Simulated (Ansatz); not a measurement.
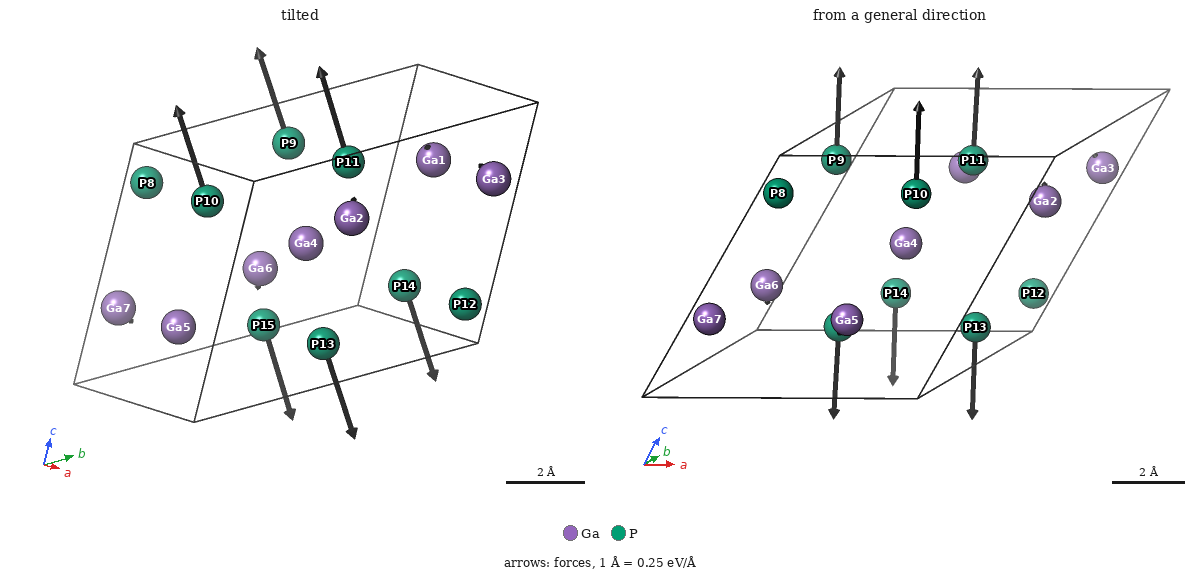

The image is a spheres-only drawing of a crystal, viewed slightly off an axis and from a general direction. Atoms at the boundary of the simulation cell (the box) are drawn once for each face, edge or corner they touch. The arrows are the computed forces on the atoms.

System: Ga₇P₈. Calculation details: Ansatz, DFT PBE, scalar-relativistic, plane waves, PAW; plane-wave cutoff 420 eV, a 6×6×4 sampling of the Brillouin zone, Gaussian smearing of 0.05 eV, no spin polarisation.

Question: Is the structure at rest?

Answer: No. The atoms still feel forces of up to about 0.58 eV/Å, far above a usual threshold of 0.01 to 0.03 eV/Å.

The model was built from a structure listed in the Materials Project. The cell was then strained or its atoms displaced on purpose. A calculation with Ansatz used it as input.
